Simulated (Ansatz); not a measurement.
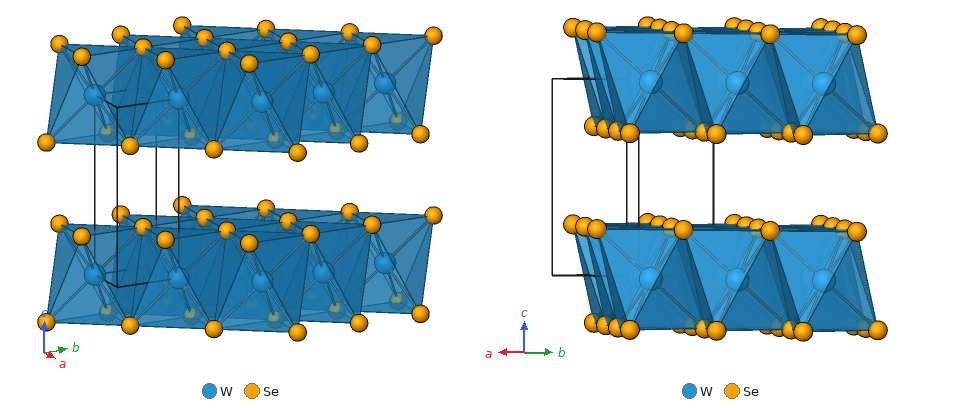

Polyhedra are drawn about W (bonds: Se–W below 2.9 Å); other atoms are plain spheres. Two views of the same piece.

The compound is WSe2 (space group P-3m1, No. 164), taken as coordinates from a relaxation with DFT PBEsol, scalar-relativistic, plane waves, PAW (Ansatz); the starting structure was generated, so it need not be a known form of this composition.

Sharing among the drawn polyhedra:

```
site       polyhedron  corner-sharing neighbours  edge-sharing  face-sharing  bond (Å)
   W  WSe6 octahedron                          0             6             0      2.54
```

They form layers of edge-sharing octahedra parallel to (001).
